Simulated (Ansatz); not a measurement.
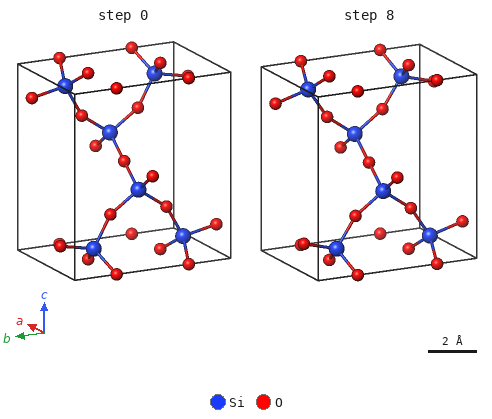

The structure of crystalline SiO$_{2}$ (set up in Pmma) before (left) and after (right) a relaxation, at one scale.

Style: ball-and-stick. Shown: the cell of the calculation, from a free direction.

Case: volume × 1.03, shape and atoms relaxed.

Computed with Ansatz, DFT LDA, scalar-relativistic, plane waves, PAW. Set-up: plane-wave cutoff 420 eV; k-point mesh 4 × 4 × 4; occupations gaussian; smearing width 0.02 eV; no spin polarisation; cell relaxed at fixed volume; force threshold 0.01 eV/Å; at most 30 steps.

Q: Describe what moved and what it gained.

A: The largest moves relative to the cell, 0.14 Å, are those of O atoms. By element the largest moves are O 0.14 Å, Si 0.06 Å. The drawn cell changes at constant volume: a 5.274 → 5.254 Å (−0.4 %), b 7.440 → 7.564 Å (+1.7 %), c 8.200 → 8.096 Å (−1.3 %). Some distances before and after: O–Si 1.621 → 1.611 Å. Bond angles that change, for instance: Si–O–Si 157.4° → 149.7°, Si–O–Si 150.9° → 156.2°, Si–O–Si 153.9° → 159.1°. The space group stays Pmma (No. 51). Over 6 accepted moves (8 points after the start) the energy falls by 3.4 meV per atom. Largest force component: 0.25 eV/Å at the start, 0.0013 eV/Å at the end. The pressure goes from −4.10 to −2.28 GPa. The SCF was repeated twice at an unchanged geometry on a basis and grid sized afresh for the cell, which shifted the energy by 0.2 meV per atom at most.
